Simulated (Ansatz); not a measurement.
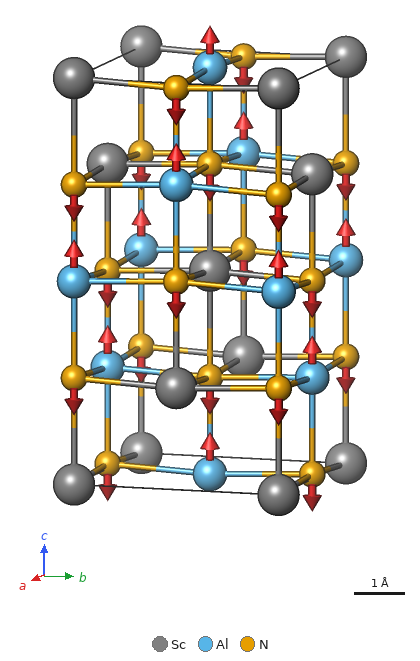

One vibrational mode of a crystal of ScAlN₂ at the zone centre. Displacements are drawn as red arrows; their common scale and sign are arbitrary. Style: ball-and-stick. Shown: the conventional cell (2 times the calculation's cell), slightly off an axis. Lengths and directions refer to the drawn axes.

All numbers below come from Ansatz 0.2.0, DFT PBE, scalar-relativistic, plane waves, PAW.

Input
```yaml
crystal:
  lattice:
    - [-2.1967422768, 2.1967422768, 4.1966493003]
    - [2.1967422768, -2.1967422768, 4.1966493003]
    - [2.1967422768, 2.1967422768, -4.1966493003]
  atoms:
    - { symbol: Sc, position: [0.75, 0.25, 0.5] }
    - { symbol: Sc, position: [0.0, 0.0, 0.0] }
    - { symbol: Al, position: [0.25, 0.75, 0.5] }
    - { symbol: Al, position: [0.5, 0.5, 0.0] }
    - { symbol: "N", position: [0.4878718695, 0.9878718695, 0.5] }
    - { symbol: "N", position: [0.2621281305, 0.2621281305, 0.0] }
    - { symbol: "N", position: [0.0121281305, 0.5121281305, 0.5] }
    - { symbol: "N", position: [0.7378718695, 0.7378718695, 0.0] }
basis:
  ecutwfc: 420
kpoints:
  mp_grid: { grid: [10, 10, 10] }
hamiltonian:
  xc: pbe
scf:
  occupations: { method: gaussian, width: 0.05 }
output:
  eigenvalues: true
phonons:
  method: fd
  supercell: [1, 1, 1]
  amplitude: 0.02
  eigenvectors: true
  dielectric: false
```

Command:
```bash
ansatz run input.yaml --threads 2 --pin off --max-ram 5120MiB --backend cpu --events-out ev --progress --plain --runs-dir out
```

Frequencies are those without the non-analytic (LO–TO) term.

Describe the mode and give its frequency.

This is the A₂u mode at 485 cm⁻¹, optical level 9 of 14, counted from below, infrared-active by symmetry. The Sc atoms hardly move; the Al sublattice moves against the N sublattice, along c; it stretches the shortest Al–N bonds (2.00 Å); the kinetic energy is shared as Al 52 %, N 48 %.
